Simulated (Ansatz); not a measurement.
**Zn18HO18 (cell charge +1, with a compensating background) (cell with a defect): density, localisation and related maps**

Input file:

```
crystal:
  lattice:
    - [-1.0e-10, -5.680065669, -5.2931776513]
    - [-4.9190811645, 2.8400328345, -5.2931776513]
    - [4.9190811645, 2.8400328344, -5.2931776513]
  atoms:
    - { symbol: Zn, position: [0.3887351046, 0.0562774733, 0.0577639588] }
    - { symbol: Zn, position: [0.0563789582, 0.3886433353, 0.0577620168] }
    - { symbol: Zn, position: [0.3861811162, 0.7208988913, 0.3875761056] }
    - { symbol: Zn, position: [0.3861715548, 0.3860749596, 0.7223940888] }
    - { symbol: Zn, position: [0.0563725887, 0.0562775105, 0.3901056954] }
    - { symbol: Zn, position: [0.7207438507, 0.7203632667, 0.051824118] }
    - { symbol: Zn, position: [0.7209996235, 0.3860728185, 0.3875734908] }
    - { symbol: Zn, position: [0.0534677268, 0.7160121676, 0.7236662783] }
    - { symbol: Zn, position: [0.7207207134, 0.0539772893, 0.7254415095] }
    - { symbol: Zn, position: [0.4436916495, 0.4435954433, 0.1118119472] }
    - { symbol: Zn, position: [0.1086260929, 0.7773266378, 0.1084278787] }
    - { symbol: Zn, position: [0.4436879938, 0.1103078993, 0.4450756068] }
    - { symbol: Zn, position: [0.4439171932, 0.7742700276, 0.7757688182] }
    - { symbol: Zn, position: [0.110413577, 0.4435886616, 0.445080094] }
    - { symbol: Zn, position: [0.7814211146, 0.1084841694, 0.112356499] }
    - { symbol: Zn, position: [0.7743790983, 0.7742780684, 0.4452975467] }
    - { symbol: Zn, position: [0.1052099233, 0.1095047239, 0.784293201] }
    - { symbol: Zn, position: [0.7743719098, 0.4438166307, 0.7757630604] }
    - { symbol: O, position: [0.2710072618, 0.9273556241, 0.9288345082] }
    - { symbol: O, position: [0.9274572753, 0.2709100807, 0.9288343659] }
    - { symbol: O, position: [0.2584856334, 0.5968413807, 0.2598800672] }
    - { symbol: O, position: [0.2584846133, 0.2583795924, 0.5983264722] }
    - { symbol: O, position: [0.9274473151, 0.9273548979, 0.2723756132] }
    - { symbol: O, position: [0.5940309886, 0.5939269244, 0.9285235983] }
    - { symbol: O, position: [0.5969383257, 0.258383383, 0.2598764726] }
    - { symbol: O, position: [0.9271278298, 0.5939253921, 0.5954113212] }
    - { symbol: O, position: [0.5940225406, 0.9270259807, 0.595410036] }
    - { symbol: O, position: [0.3176468381, 0.3175464691, 0.9853069326] }
    - { symbol: O, position: [0.9809727352, 0.6510745454, 0.9840381513] }
    - { symbol: O, position: [0.317640514, 0.9838075316, 0.3190313408] }
    - { symbol: O, position: [0.3157339277, 0.6488365435, 0.6503328499] }
    - { symbol: O, position: [0.9839102217, 0.3175463775, 0.3190280015] }
    - { symbol: O, position: [0.6497630419, 0.9815228612, 0.9864222195] }
    - { symbol: O, position: [0.6489405308, 0.6488352985, 0.3171290549] }
    - { symbol: O, position: [0.9823141976, 0.9792401906, 0.6499866733] }
    - { symbol: O, position: [0.6489325972, 0.3156372302, 0.6503316978] }
    - { symbol: H, position: [0.9586350635, 0.9623097546, 0.9645704429] }
  host:
    lattice:
      - [3.279387443, 0.0, 0.0]
      - [-1.6396937215, 2.8400328345, 0.0]
      - [0.0, 0.0, 5.2931776513]
    atoms:
      - { symbol: Zn, position: [0.6666666667, 0.3333333333, 0.5006021986] }
      - { symbol: Zn, position: [0.3333333333, 0.6666666667, 0.0006021986] }
      - { symbol: O, position: [0.6666666667, 0.3333333333, 0.8797078014] }
      - { symbol: O, position: [0.3333333333, 0.6666666667, 0.3797078014] }
total_charge: 1
basis:
  ecutwfc: 420
  xc_grid: 2
kpoints:
  mp_grid: { grid: [2, 2, 2], shift: [0.5, 0.5, 0.5] }
hamiltonian:
  xc: pbe
scf:
  occupations: { method: gaussian, width: 0.02 }
output:
  forces: true
  stress: false
  eigenvalues: true
  charged_corrections:
    defect_position: [0.93055556, 0.93055556, 0.93055556]
    epsilon: [[10.5641, 0.0, 0.0], [0.0, 10.5641, 0.0], [0.0, 0.0, 11.6128]]
  write_density: true
  write_potential: true
  elf: true
  volumetric_format: npy
relax:
  adjacent_minimum: "off"
  f_tol: 0.03
  max_steps: 40
```

Command:

```sh
ansatz run input.yaml --threads 8 --pin off --max-ram 16384MiB --backend cpu --events-out ev --progress --plain --runs-dir out
```

The fields are those of the run's last geometry, not of the input's.

Method: DFT PBE, scalar-relativistic, plane waves, PAW in Ansatz.

The density is the valence pseudo-density of a PAW calculation; it isn't the true density close to the nuclei.

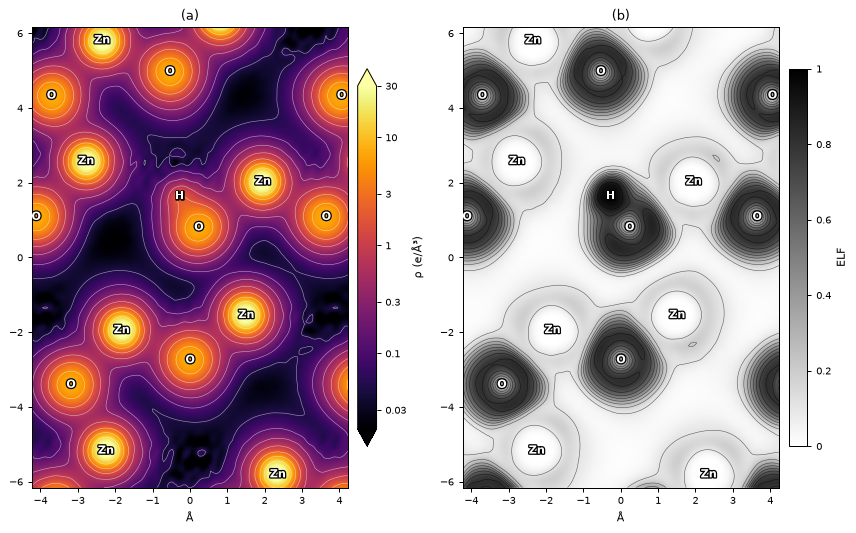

Figure 1. (a) valence charge density (pseudo); (b) ELF on the (11̄0) plane of the calculation cell.

Read the bonding off the picture.

The section cuts through Zn, O and H sites. O–H (0.99 Å): ρ at the midpoint is about 3.6 e/Å³; the ELF climbs to about 1 towards the hydrogen, as it does in any bond to H: an ordinary covalent bond to hydrogen. Zn–O (1.94 Å): the density is about 0.65 e/Å³ at the midpoint; the ELF peaks at about 0.85 in the valence shell of O, 0.6 Å from its nucleus, and is about 0.25 at the midpoint; no shared electron pair shows on this line. Zn–O (2.01 Å): ρ is about 0.55 e/Å³ halfway; the ELF peaks at about 0.85 in the valence shell of O, 0.6 Å from its nucleus, and is about 0.25 at the midpoint: no localised pair shows between them. Zn–O (2.11 Å): the density is about 0.44 e/Å³ at the midpoint; the ELF peaks at about 0.85 in the valence shell of O, 0.6 Å from its nucleus, and is about 0.20 at the midpoint; no localised pair shows between them. The density dies away to nearly zero in the voids.

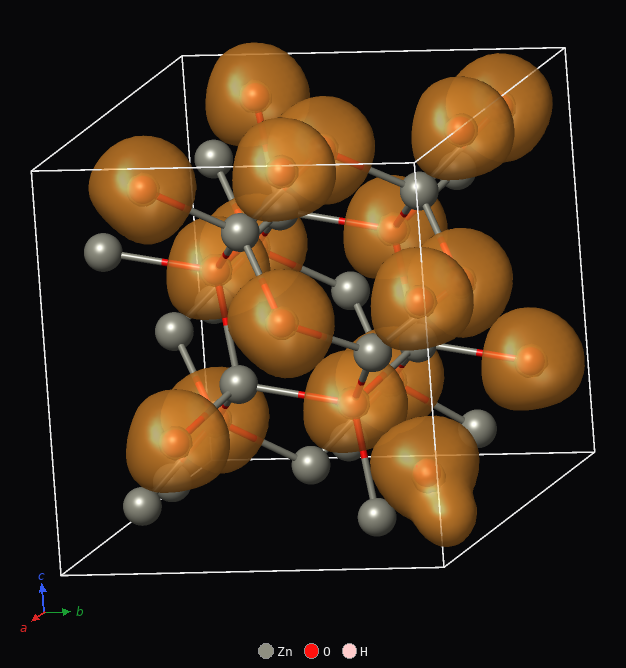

Figure 2. Isosurface of the ELF at 0.6 (orange), seen slightly off an axis. Only the valence region is drawn (cores and ρ < 0.01 e/Å³ removed). Sticks mark near contacts.

Identify the bonds, lone pairs and shells in this picture.

At this value the surface marks out 17 regions wrapped around O (the valence shell of each) and one joined region spread over several atoms (H, O), in which their bonds and any lone pairs are merged, counted in one cell of 37 atoms. Any copies at cell faces, edges or corners count once. Profiles from the grid: Zn–O (1.93 Å): the ELF peaks at about 0.80 in the valence shell of O, 0.6 Å from its nucleus, and is about 0.30 at the midpoint (no localised pair shows between them).

Metal or insulator at this level of theory?

It is gapped, with a Kohn–Sham gap of 1.9 eV on the k-point mesh, an upper bound to the gap of this method.
